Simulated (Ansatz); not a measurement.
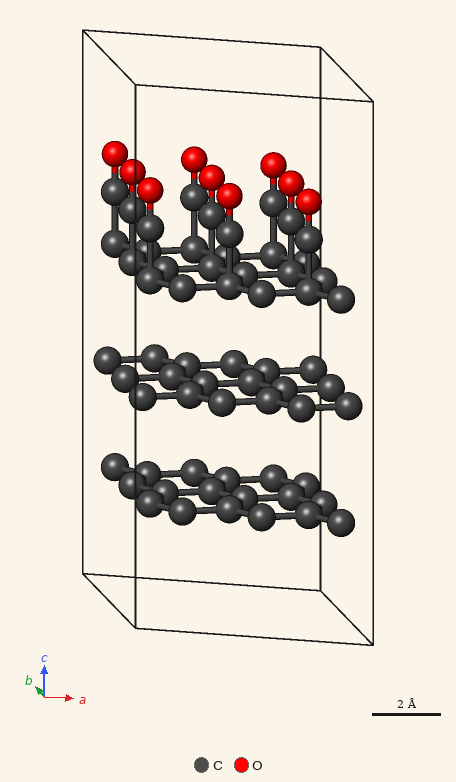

**Figure 1.** The input geometry (ball-and-stick view of the 3 × 3 repeat of the cell, with the vacuum cut short, seen slightly off an axis). An atom can appear more than once, as a periodic image. Near neighbours in the periodic cell (some may lie outside the picture): C has 3 C at 1.42 Å; C has 4 C at 1.42 to 1.58 Å; C has 1 C at 1.58 Å and 1 O at 1.15 Å; O has 1 C at 1.15 Å.

Geometry relaxation, with input and output: C7O (part 1 of 3)

The run: geometry relaxation of C7O (slab, 8 atoms in the cell). Method and program: DFT PBE+D3(BJ), scalar-relativistic, plane waves, PAW, no spin polarisation (Ansatz 0.2.0).

The structure derives from an entry of the Crystallography Open Database. The input holds or restrains some coordinates. Forces given for the steps count only the free coordinates. It belongs to a series of runs on one base structure; here: CO put at a top C site.

**What the program printed**
```
Engine: ansatz 0.2.0, x86_64-unknown-linux-gnu
Pseudopotentials: kind: paw
Pseudopotential: C, paw, valence charge 4, recommended cutoff 420 eV (normal), C.paw.azcp
Pseudopotential: O, paw, valence charge 6, recommended cutoff 420 eV (normal), O.paw.azcp
Functional definition: PBE
  parameter kappa = 0.804
  parameter beta = 0.06672455060314922
  exchange = pbe_x(kappa = kappa, mu = beta*pi^2/3)
  correlation = pbe_c(beta = beta)
Crystal: 8 atoms, lattice volume = 141.730 Å³
Basis set: ecut = 420 eV, 2689 PW (Γ), exchange–correlation on 36×36×384 points (8 copies of the dense FFT grid, shifted against one another)
Bands: 25, of which v1, the nominal top of the filled ones, is band 17 counted from 1 (16 counted from 0)
Symmetry: 2 space group operations
Space group: Cm (ITA 8), of the structure as read, at distance tolerance 5.2e-5 Å
k-points: 43 of 144 (time reversal used)
Non-local potential: C, projectors of the file, l = 0: 2, l = 1: 2, l = 2: 1
Non-local potential: O, projectors of the file, l = 0: 2, l = 1: 2, l = 2: 1
PAW form: soft (Blöchl's): semilocal exchange-correlation on the pseudo side does not see the compensation charge
PAW one-centre angular grid: C, 110 points (default); XC on 64 Gauss nodes
PAW one-centre angular grid: O, 110 points (default); XC on 64 Gauss nodes
Initial density: superposition of atomic densities (neutral atoms: chi_scale 0, normalization atom), corrected by the library's trained network
Initial wavefunctions: pseudopotential atomic-orbital guess
Functional: x = pbe(κ = 0.804, μ = 0.2195149727645171), c = pbe(β = 0.06672455060314922)
SCF iter   1: F=—  HF=-2319.264684 eV  |F-HF|=—  |Δ(HF+E_count)|=         —  Δρ=1.43e-2  dr2=7.81e-1  ethr=1.77e-3  p=-0.084 e·Å  D=-1.07e-1 V/Å  ΔV_dip=2.89 eV  dr2_dipole=1.62e-1  V_vac-E_F(+/−)=7.23/4.34 eV  ⟨swp⟩=8.5  Hψ=6601  notcnv=0  defer=28
efield: sawtooth ramp at fractional position 0.9722 (placed from the atoms, in the widest stretch of the axis that holds none; the zero of the levels goes with the place), width 0.0400; the density the first Hamiltonian is built on has a dipole p = -0.084 e·Å; the dipole correction subtracts the counter field D = -1.07e-1 V/Å, which shifts the + side's vacuum level by +2.89 eV against the − side's; the planar-averaged density in the ramp window peaks in size at 2.3e-5 e/Å³
preconditioner: auto → LDOS  [insulator: Δε(μ)=0.208 eV  Ē_g=15.334 eV  σ=0.050 eV  W_gap=0.78  n_scr=18 (ndim 8)  ℏωp=18.2 eV  f_vac=0.533  D(μ)=1.30/eV (n_scr^D=10)  ε∞_Penn≈2.4  β→1.0]
SCF iter   2: F=—  HF=-2319.216484 eV  |F-HF|=—  |Δ(HF+E_count)|=   4.82e-2  Δρ=1.07e-2  dr2=3.75e-1  ethr=1.77e-3  p=-0.022 e·Å  D=-2.86e-2 V/Å  ΔV_dip=0.77 eV  dr2_dipole=8.60e-2  V_vac-E_F(+/−)=5.09/4.32 eV  ⟨swp⟩=3.1  Hψ=2212  notcnv=0  defer=84
SCF iter   3: F=—  HF=-2319.177501 eV  |F-HF|=—  |Δ(HF+E_count)|=   3.90e-2  Δρ=3.39e-3  dr2=3.31e-2  ethr=1.10e-3  p=-0.049 e·Å  D=-6.20e-2 V/Å  ΔV_dip=1.67 eV  dr2_dipole=5.32e-4  V_vac-E_F(+/−)=5.94/4.27 eV  ⟨swp⟩=2.4  Hψ=2031  notcnv=0  defer=87
SCF iter   4: F=—  HF=-2319.174639 eV  |F-HF|=—  |Δ(HF+E_count)|=   2.86e-3  Δρ=9.71e-4  dr2=1.64e-3  ethr=9.73e-5  p=-0.044 e·Å  D=-5.68e-2 V/Å  ΔV_dip=1.53 eV  dr2_dipole=1.85e-4  V_vac-E_F(+/−)=5.77/4.24 eV  ⟨swp⟩=2.2  Hψ=1580  notcnv=0  defer=103
SCF iter   5: F=—  HF=-2319.174555 eV  |F-HF|=—  |Δ(HF+E_count)|=   8.46e-5  Δρ=2.42e-4  dr2=1.22e-4  ethr=4.82e-6  p=-0.045 e·Å  D=-5.70e-2 V/Å  ΔV_dip=1.54 eV  dr2_dipole=1.57e-5  V_vac-E_F(+/−)=5.76/4.23 eV  ⟨swp⟩=2.0  Hψ=1582  notcnv=0  defer=103
SCF iter   6: F=—  HF=-2319.174558 eV  |F-HF|=—  |Δ(HF+E_count)|=   3.72e-6  Δρ=8.61e-5  dr2=4.03e-5  ethr=3.57e-7  p=-0.045 e·Å  D=-5.73e-2 V/Å  ΔV_dip=1.54 eV  dr2_dipole=1.75e-5  V_vac-E_F(+/−)=5.77/4.23 eV  ⟨swp⟩=2.0  Hψ=1502  notcnv=0  defer=103
SCF iter   7: F=-2319.174553 eV  HF=-2319.174561 eV  |F-HF|=8.04e-6  |Δ(HF+E_count)|=   2.38e-6  Δρ=3.75e-5  dr2=8.32e-6  ethr=6.62e-8  p=-0.045 e·Å  D=-5.73e-2 V/Å  ΔV_dip=1.54 eV  dr2_dipole=1.14e-6  V_vac-E_F(+/−)=5.77/4.23 eV  ⟨swp⟩=21.9  Hψ=11022  notcnv=0
SCF 1 converged in 7 iterations: F = -2319.174553 eV  dr2 = 8.32e-6
  greatest PAW one-centre occupation: 0.897 electrons in one spin orbital (limit 2), on the O atom at site 7 (counted from 0), in its partial waves of l = 0
relax step   1: F+E_penalty+E_count = -2319.17455259 eV  Δ(F+E_penalty+E_count) = +0.000e0 eV  max|allowed force component| = 5.085e0 eV/Å  Δτ_max = 0.0000 Å  (7 SCF iters, dr2 threshold 2.25e-5 eV, accepted)
Initial density: handed on by an earlier stage of this run
Initial wavefunctions: those handed on with the density
iter 1 solved again at ethr=1.53e-3 eV; its pass at ethr=3.10e-3 eV (dr2=5.21e-1 eV) is discarded
SCF iter   1: F=—  HF=-2320.021912 eV  |F-HF|=—  |Δ(HF+E_count)|=         —  Δρ=2.26e-2  dr2=5.38e-1  ethr=1.53e-3  p=-0.045 e·Å  D=-5.73e-2 V/Å  ΔV_dip=1.54 eV  dr2_dipole=2.99e-2  V_vac-E_F(+/−)=5.89/4.34 eV  ⟨swp⟩=1.0  Hψ=5360  notcnv=0  defer=67
efield: sawtooth ramp at fractional position 0.9722 (handed on by an earlier solve), width 0.0400; the density the first Hamiltonian is built on has a dipole p = -0.045 e·Å; the dipole correction subtracts the counter field D = -5.73e-2 V/Å, which shifts the + side's vacuum level by +1.54 eV against the − side's; the planar-averaged density in the ramp window peaks in size at 2.1e-6 e/Å³
preconditioner: auto → Resta (q_TF=auto, 2.151 Å⁻¹)  ε∞=2.4  [insulator: Δε(μ)=0.263 eV  Ē_g=15.235 eV  σ=0.050 eV  W_gap=1.00  n_scr=18 (ndim 8)  ℏωp=18.2 eV  f_vac=0.527  D(μ)=0.00/eV (n_scr^D=0)  ε∞_Penn≈2.4  vacuum switching on, ρ_ref=1.7e-2 e/Å³]
SCF iter   2: F=—  HF=-2320.011620 eV  |F-HF|=—  |Δ(HF+E_count)|=   1.03e-2  Δρ=1.40e-2  dr2=1.37e0  ethr=1.53e-3  p=-0.000 e·Å  D=-1.81e-4 V/Å  ΔV_dip=0.00 eV  dr2_dipole=4.46e-1  V_vac-E_F(+/−)=5.13/5.13 eV  ⟨swp⟩=2.9  Hψ=2192  notcnv=0  defer=84  recentre
preconditioner: auto → LDOS  [insulator: Δε(μ)=0.224 eV  Ē_g=15.113 eV  σ=0.050 eV  W_gap=0.80  n_scr=18 (ndim 8)  ℏωp=18.2 eV  f_vac=0.527  D(μ)=1.19/eV (n_scr^D=10)  ε∞_Penn≈2.4  β→1.0]
SCF iter   3: F=—  HF=-2319.931313 eV  |F-HF|=—  |Δ(HF+E_count)|=   8.03e-2  Δρ=1.32e-2  dr2=1.58e-1  ethr=1.53e-3  p=-0.050 e·Å  D=-6.32e-2 V/Å  ΔV_dip=1.70 eV  dr2_dipole=1.57e-2  V_vac-E_F(+/−)=5.94/4.24 eV  ⟨swp⟩=2.4  Hψ=1658  notcnv=0  defer=111
SCF iter   4: F=—  HF=-2319.908600 eV  |F-HF|=—  |Δ(HF+E_count)|=   2.27e-2  Δρ=2.15e-3  dr2=2.96e-2  ethr=4.64e-4  p=-0.040 e·Å  D=-5.07e-2 V/Å  ΔV_dip=1.37 eV  dr2_dipole=1.95e-4  V_vac-E_F(+/−)=5.92/4.55 eV  ⟨swp⟩=2.4  Hψ=2119  notcnv=0  defer=122
SCF iter   5: F=—  HF=-2319.903445 eV  |F-HF|=—  |Δ(HF+E_count)|=   5.15e-3  Δρ=9.84e-4  dr2=3.66e-3  ethr=8.71e-5  p=-0.047 e·Å  D=-6.02e-2 V/Å  ΔV_dip=1.62 eV  dr2_dipole=5.93e-4  V_vac-E_F(+/−)=5.86/4.24 eV  ⟨swp⟩=2.0  Hψ=1510  notcnv=0  defer=122
SCF iter   6: F=—  HF=-2319.903187 eV  |F-HF|=—  |Δ(HF+E_count)|=   2.58e-4  Δρ=4.23e-4  dr2=1.21e-3  ethr=1.08e-5  p=-0.046 e·Å  D=-5.82e-2 V/Å  ΔV_dip=1.57 eV  dr2_dipole=5.16e-4  V_vac-E_F(+/−)=5.86/4.29 eV  ⟨swp⟩=1.8  Hψ=1139  notcnv=0  defer=122
SCF iter   7: F=—  HF=-2319.903081 eV  |F-HF|=—  |Δ(HF+E_count)|=   1.05e-4  Δρ=1.52e-4  dr2=2.04e-4  ethr=3.56e-6  p=-0.043 e·Å  D=-5.53e-2 V/Å  ΔV_dip=1.49 eV  dr2_dipole=5.01e-5  V_vac-E_F(+/−)=5.80/4.31 eV  ⟨swp⟩=1.5  Hψ=1045  notcnv=0  defer=120
SCF iter   8: F=-2319.902965 eV  HF=-2319.903047 eV  |F-HF|=8.19e-5  |Δ(HF+E_count)|=   3.48e-5  Δρ=6.59e-5  dr2=5.66e-5  ethr=2.94e-7  p=-0.043 e·Å  D=-5.46e-2 V/Å  ΔV_dip=1.47 eV  dr2_dipole=2.89e-5  V_vac-E_F(+/−)=5.78/4.31 eV  ⟨swp⟩=20.9  Hψ=11739  notcnv=0
SCF 2 converged in 8 iterations: F = -2319.902965 eV  dr2 = 5.66e-5
  greatest PAW one-centre occupation: 0.895 electrons in one spin orbital (limit 2), on the O atom at site 7 (counted from 0), in its partial waves of l = 0
relax step   2: F+E_penalty+E_count = -2319.90296470 eV  Δ(F+E_penalty+E_count) = -7.284e-1 eV  max|allowed force component| = 3.027e0 eV/Å  Δτ_max = 0.1277 Å  (8 SCF iters, dr2 threshold 1.00e-4 eV, accepted)
[... from here on the SCF iterations and repeated set-up lines of each step are left out, up to the last step ...]
SCF 3 converged in 9 iterations: F = -2320.339174 eV  dr2 = 2.32e-5
relax step   3: F+E_penalty+E_count = -2320.33917426 eV  Δ(F+E_penalty+E_count) = -4.362e-1 eV  max|allowed force component| = 4.475e0 eV/Å  Δτ_max = 0.1845 Å  (9 SCF iters, dr2 threshold 1.00e-4 eV, accepted)
SCF 4 converged in 7 iterations: F = -2320.854453 eV  dr2 = 7.63e-6
relax step   4: F+E_penalty+E_count = -2320.85445253 eV  Δ(F+E_penalty+E_count) = -5.153e-1 eV  max|allowed force component| = 4.623e0 eV/Å  Δτ_max = 0.1975 Å  (7 SCF iters, dr2 threshold 1.00e-4 eV, accepted)
SCF 5 converged in 10 iterations: F = -2321.199805 eV  dr2 = 4.54e-5
relax step   5: F+E_penalty+E_count = -2321.19980541 eV  Δ(F+E_penalty+E_count) = -3.454e-1 eV  max|allowed force component| = 6.896e0 eV/Å  Δτ_max = 0.1951 Å  (10 SCF iters, dr2 threshold 1.00e-4 eV, accepted)
SCF 6 converged in 9 iterations: F = -2321.623080 eV  dr2 = 1.35e-5
relax step   6: F+E_penalty+E_count = -2321.62307960 eV  Δ(F+E_penalty+E_count) = -4.233e-1 eV  max|allowed force component| = 8.819e-1 eV/Å  Δτ_max = 0.1961 Å  (9 SCF iters, dr2 threshold 1.00e-4 eV, accepted)
SCF 7 converged in 6 iterations: F = -2321.788814 eV  dr2 = 1.65e-5
relax step   7: F+E_penalty+E_count = -2321.78881424 eV  Δ(F+E_penalty+E_count) = -1.657e-1 eV  max|allowed force component| = 2.834e-1 eV/Å  Δτ_max = 0.2000 Å  (6 SCF iters, dr2 threshold 4.86e-5 eV, accepted)
SCF 8 converged in 9 iterations: F = -2321.868892 eV  dr2 = 3.12e-8
relax step   8: F+E_penalty+E_count = -2321.86889181 eV  Δ(F+E_penalty+E_count) = -8.008e-2 eV  max|allowed force component| = 1.514e-1 eV/Å  Δτ_max = 0.2000 Å  (9 SCF iters, dr2 threshold 5.02e-6 eV, accepted)
SCF 9 converged in 10 iterations: F = -2321.905649 eV  dr2 = 2.84e-9
relax step   9: F+E_penalty+E_count = -2321.90564900 eV  Δ(F+E_penalty+E_count) = -3.676e-2 eV  max|allowed force component| = 9.595e-2 eV/Å  Δτ_max = 0.2000 Å  (10 SCF iters, dr2 threshold 2.37e-6 eV, accepted)
SCF 10 converged in 10 iterations: F = -2321.924895 eV  dr2 = 2.52e-9
relax step  10: F+E_penalty+E_count = -2321.92489528 eV  Δ(F+E_penalty+E_count) = -1.925e-2 eV  max|allowed force component| = 3.395e-2 eV/Å  Δτ_max = 0.2000 Å  (10 SCF iters, dr2 threshold 2.63e-6 eV, accepted)
SCF 11 converged in 11 iterations: F = -2321.935816 eV  dr2 = 4.03e-10
relax step  11: F+E_penalty+E_count = -2321.93581596 eV  Δ(F+E_penalty+E_count) = -1.092e-2 eV  max|allowed force component| = 8.941e-2 eV/Å  Δτ_max = 0.1949 Å  (11 SCF iters, accepted)
SCF 12 converged in 8 iterations: F = -2321.941637 eV  dr2 = 4.50e-7
relax step  12: F+E_penalty+E_count = -2321.94163749 eV  Δ(F+E_penalty+E_count) = -5.822e-3 eV  max|allowed force component| = 7.235e-2 eV/Å  Δτ_max = 0.1945 Å  (8 SCF iters, dr2 threshold 1.00e-6 eV, accepted)
SCF 13 converged in 10 iterations: F = -2321.938364 eV  dr2 = 2.58e-8
relax step  13: F+E_penalty+E_count = -2321.93836437 eV  Δ(F+E_penalty+E_count) = +3.273e-3 eV  max|allowed force component| = 8.857e-2 eV/Å  Δτ_max = 0.1953 Å  (10 SCF iters, dr2 threshold 3.43e-6 eV, rejected (line search))
SCF 14 converged in 12 iterations: F = -2321.943291 eV  dr2 = 6.78e-10
relax step  14: F+E_penalty+E_count = -2321.94329094 eV  Δ(F+E_penalty+E_count) = -1.653e-3 eV  max|allowed force component| = 7.110e-2 eV/Å  Δτ_max = 0.0958 Å  (12 SCF iters, accepted)
SCF 15 converged in 8 iterations: F = -2321.943663 eV  dr2 = 2.83e-9
relax step  15: F+E_penalty+E_count = -2321.94366343 eV  Δ(F+E_penalty+E_count) = -3.725e-4 eV  max|allowed force component| = 4.587e-2 eV/Å  Δτ_max = 0.0522 Å  (8 SCF iters, dr2 threshold 3.31e-6 eV, accepted)
SCF 16 converged in 9 iterations: F = -2321.943846 eV  dr2 = 3.47e-11
relax step  16: F+E_penalty+E_count = -2321.94384596 eV  Δ(F+E_penalty+E_count) = -1.825e-4 eV  max|allowed force component| = 8.351e-3 eV/Å  Δτ_max = 0.0349 Å  (9 SCF iters, accepted)
```
